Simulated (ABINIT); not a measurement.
# Beyond one shot: SiC (F-43m), part 2 of 2

How far does self-consistency move the gap of SiC (F-43m)?

ABINIT 10.8.3; PBE and many-body steps on it, plane waves. Known limits of the many-body steps: not at the basis limit.

So far. Step 10 (evGW, cycle 1): Against G0W0 in ABINIT (6×6×6 mesh, 157 bands, screening to 359.2 eV, Godby-Needs plasmon pole), the gap moves by +0.320 eV. Step 13 (evGW, cycle 2): Against the cycle before, the gap moves by +0.020 eV.

### Step 14. Screening, 6×6×6 mesh, 157 bands, screening to 359.2 eV

This step: RPA screening on PBE, plane waves, norm-conserving pseudopotentials.

run.abi reads:

```
acell 3*1.0 Angstrom
rprim 
  -0.000000000000 2.179000000000 2.179000000000
  2.179000000000 -0.000000000000 2.179000000000
  2.179000000000 2.179000000000 -0.000000000000
ntypat 2
znucl 14 6
natom 2
typat 1 2
xred 
  0.000000000000 0.000000000000 0.000000000000
  0.250000000000 0.250000000000 0.250000000000
pp_dirpath "pseudos"
pseudos "Si.upf, C.upf"
ecut 37
ngkpt 6 6 6
nshiftk 1
shiftk 0 0 0
kptopt 1
chksymbreak 0
istwfk *1
occopt 1
irdwfk 1
optdriver 3
nband 157
ecuteps 13.2
inclvkb 2
awtr 1
symchi 1
gwcalctyp 10
mbpt_sciss 1.521 eV
nqptdm 1
qptdm 
  0 0 0
indata_prefix "in"
outdata_prefix "out"
tmpdata_prefix "tmp"
```

Started as:

```console
$ OMP_NUM_THREADS=1 mpirun -n 8 abinit run.abi > log
```

Wall time 3.3 s (8 MPI ranks of Arm Neoverse V2, shared host); peak memory 1.4 GiB.

Numbers from this step:

```yaml
eps_infinity_with_local_fields_on_this_mesh_along_the_program_s_q_direction: 6.074
the_same_without_local_fields: 6.570
plasma_frequency: 23.09 eV
plane_waves_in_the_screening_matrix: 331
```

This screening uses the functional's bands under a rigid shift, the mean opening of the cycle before.

### Step 15. Screening, 6×6×6 mesh, 157 bands, screening to 359.2 eV

This step: RPA screening on PBE from quasiparticle energies, plane waves, norm-conserving pseudopotentials.

run.abi, as its differences from that of step 14:

```diff
@@ -29,7 +29,21 @@
 symchi 1
+irdqps 1
 gwcalctyp 10
-mbpt_sciss 1.521 eV
-nqptdm 1
+nqptdm 15
 qptdm 
-  0 0 0
+  0.1666666667 0.0000000000 0.0000000000
+  0.3333333333 0.0000000000 0.0000000000
+  0.5000000000 0.0000000000 0.0000000000
+  0.1666666667 0.1666666667 0.0000000000
+  0.3333333333 0.1666666667 0.0000000000
+  0.5000000000 0.1666666667 0.0000000000
+  -0.3333333333 0.1666666667 0.0000000000
+  -0.1666666667 0.1666666667 0.0000000000
+  0.3333333333 0.3333333333 0.0000000000
+  0.5000000000 0.3333333333 0.0000000000
+  -0.3333333333 0.3333333333 0.0000000000
+  0.5000000000 0.5000000000 0.0000000000
+  0.5000000000 0.3333333333 0.1666666667
+  -0.3333333333 0.3333333333 0.1666666667
+  -0.3333333333 0.5000000000 0.1666666667
 indata_prefix "in"
```

mrgscr.stdin reads:

```
2
merged
q0_SCR
out_SCR
1
```

Started as:

```console
$ OMP_NUM_THREADS=1 mpirun -n 8 abinit run.abi > log; mrgscr < mrgscr.stdin
```

The job ended after 39 s (8 MPI ranks; peak memory 1.5 GiB; 5.1 min of CPU time).

This step gave:

* plasma frequency: 23.09 eV
* plane waves in the screening matrix: 331

This screening reads the quasiparticle levels of the cycle before.

### Step 16. evGW, cycle 3

This step: evGW on PBE, plane waves, norm-conserving pseudopotentials.

run.abi, as its differences from that of step 15:

```diff
@@ -23,12 +23,10 @@
 irdwfk 1
-optdriver 3
+optdriver 4
 nband 157
-ecuteps 13.2
-inclvkb 2
-awtr 1
-symchi 1
-irdqps 1
 gwcalctyp 10
-nqptdm 15
-qptdm 
+ecutsigx 37
+symsigma 1
+nkptgw 16
+kptgw 
+  0.0000000000 0.0000000000 0.0000000000
   0.1666666667 0.0000000000 0.0000000000
@@ -48,2 +46,23 @@
   -0.3333333333 0.5000000000 0.1666666667
+bdgw 
+  1 8
+  1 8
+  1 8
+  1 8
+  1 8
+  1 8
+  1 8
+  1 8
+  1 8
+  1 8
+  1 8
+  1 8
+  1 8
+  1 8
+  1 8
+  1 8
+ecuteps 13.2
+irdscr 1
+ppmodel 1
+irdqps 1
 indata_prefix "in"
```

Started as:

```console
$ OMP_NUM_THREADS=1 mpirun -n 8 abinit run.abi > log
```

It took 14 min on 8 MPI ranks; peak memory 2.4 GiB; 1.8 h of CPU time.

Numbers from this step:

```yaml
quasiparticle_gap_on_the_mesh: 2.475 eV
gap_of_the_density_functional_on_the_mesh: 1.361 eV
k_of_the_valence_top: 0, 0, 0
k_of_the_conduction_bottom: 0.5, 0.5, 0
least_direct_quasiparticle_gap_on_the_computed_points: 6.041 eV
```

Against the cycle before, the gap moves by +0.002 eV.

### Step 17. Side by side

Times are wall times on 8 MPI ranks of Arm Neoverse V2, shared host, good to a factor of about two. A run's time includes the screening step that it read.

```csv
run,mesh,bands,screening cutoff (eV),DFT gap (eV),gap on the mesh (eV),direct (eV),ε∞ used,time
G0W0,6×6×6,157,359.2,1.361,2.133,5.611,7.08,73 s
"evGW0, cycle 1",6×6×6,157,359.2,1.361,2.332,5.899,7.08,14 min
"evGW0, cycle 2",6×6×6,157,359.2,1.361,2.261,5.779,7.08,14 min
"evGW0, cycle 3",6×6×6,157,359.2,1.361,2.264,5.789,7.08,14 min
"evGW, cycle 1",6×6×6,157,359.2,1.361,2.453,6.014,6.22,14 min
"evGW, cycle 2",6×6×6,157,359.2,1.361,2.473,6.038,6.09,15 min
"evGW, cycle 3",6×6×6,157,359.2,1.361,2.475,6.041,6.07,14 min
```

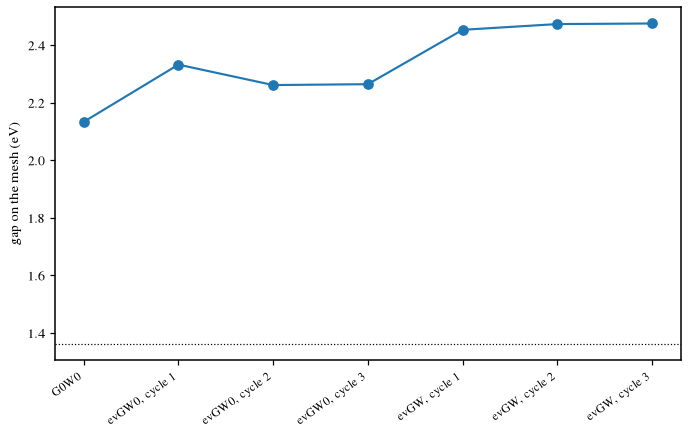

The gap through the cycles; the dotted line is the starting gap.

### Step 18. Outcome

| Item | Value |
| --- | --- |
| G0W0 | 2.133 eV |
| evGW0, cycle 1 | 2.332 eV |
| evGW0, cycle 2 | 2.261 eV |
| evGW0, cycle 3 | 2.264 eV |
| evGW, cycle 1 | 2.453 eV |
| evGW, cycle 2 | 2.473 eV |
| evGW, cycle 3 | 2.475 eV |
| known limits | not at the basis limit |

Only the bands that the input lists are updated; the others, empty or deep, keep the functional's energies or take a rigid shift. The evGW loop starts from the last levels of evGW0, so its cycles and time come on top of those. evGW0 ends at 2.26 eV, +0.13 eV from G0W0, after 3 cycles that took 41 min beside the first screening; the last moved the gap by 0.003 eV. evGW ends at 2.47 eV, +0.34 eV from G0W0, after 3 cycles that took 43 min beside the first screening; the last moved the gap by 0.002 eV. The first cycle of evGW0 takes the full correction, without the factor Z, so it overshoots the one-shot value. Against experiment, by evGW, cycle 3: the gap of 2.47 eV lies +0.08 eV from the measured 2.39 eV (kind not stated, quoted 2020); the gap of 2.47 eV lies +0.07 eV from the measured 2.4 eV (indirect, 2018). These are gaps on the mesh, at modest bands and cutoff. The calculation has static nuclei and no excitons; a measured gap holds zero-point and thermal motion, which mostly lowers it. Bands and cutoff are finite, so the gap is not at the basis limit. The miss can reach some tenths of an eV and take either sign; the mesh is an error of its own. In the updated screening the q = 0 part is built from Kohn-Sham bands under a rigid shift, the other q from the quasiparticle levels.

[Paths, hosts, dates, memory and timing lines, banners, echoed tables and standing remarks are left out of the program output.]

[Logs are printed without paths, hosts, clocks, repeated set-up lines and the standing remarks that a program may print on its own settings, such as how far it seeks lower states.]

[Runs of the session that timed out or met a known fault of the program may be left out.]

[Hosts, paths, dates, database ids (printed as entryN), source tags and the programs' standing remarks are cut or masked in the printed files.]

[G0W0 gaps are taken among the corrected bands and points alone; a level outside them can change the order at an edge.]

[Where Ansatz stands beside ABINIT at settings called matched, ABINIT's density can come from a denser mesh and the files from another edition; pairs whose starting gaps differed by over 0.03 eV were left out, so agreement reads better than it is.]
